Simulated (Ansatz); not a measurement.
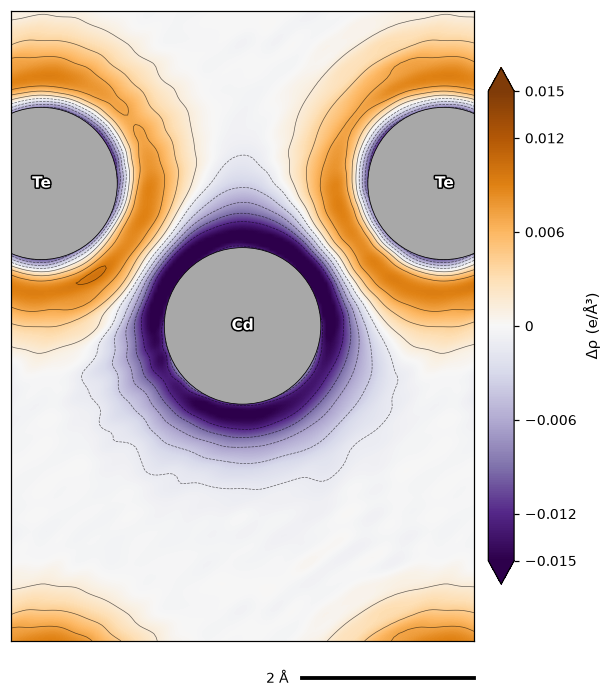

CdTe. Difference of the valence pseudo-densities of two functionals at the same geometry, on the (11̄0) plane of the calculation cell: r2SCAN less LDA.

Both computed with Ansatz (plane waves, PAW), on the same k-point mesh. Grey discs cover the atomic cores.

What does the difference map show?

Against LDA, r2SCAN gives less density around Cd (−0.015 e/Å³ on average at 1.1 Å from the nucleus).
